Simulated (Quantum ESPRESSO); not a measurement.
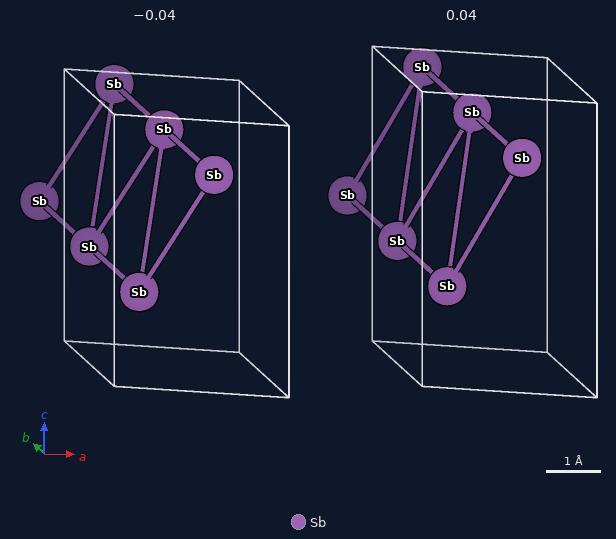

Crystalline Sb (set up in P6_3/mmc), held at several strains, with the atoms relaxed (per unit of the tabulated number the cell is strained by 1.0 along c). The picture shows the first and the last member. A ball-and-stick model of the cell of the calculation, repeated 1 × 3 × 1 with one cell outlined, seen slightly off an axis.

Computed with Quantum ESPRESSO 7.5: PBEsol, GBRV 1.5 PBEsol. Settings: plane-wave cutoff 612.3 eV; k-point mesh 9 × 9 × 5; occupations fermi-dirac; smearing width 0.05 eV; no spin polarisation.

```tsv
strain	energy (meV/atom)
−0.04	−0.60
−0.02	−3.26
−0.01	−2.22
0	0.00
0.01	3.54
0.02	?
0.04	24.28
```

**Fill in the missing row.**

A parabola through three neighbouring rows (0, 0.01, 0.04) gives, with Lagrange weights, (−0.5000)(0.00) + (1.3333)(3.54) + (0.1667)(24.28) = 8.77 meV/atom. The calculation gives 8.77 meV/atom. The estimate is right to the digits shown. The lowest tabulated energy lies at −0.02, so the unstrained cell isn't a minimum along this strain at this level. From the first member to the last: Sb–Sb 3.263 → 3.441 Å.

The whole series:

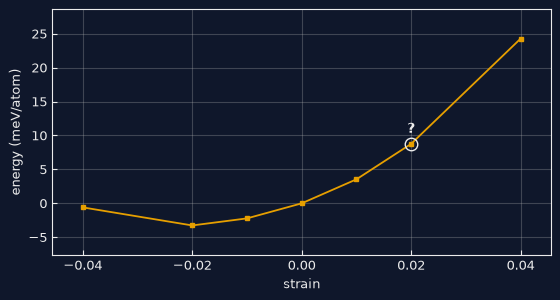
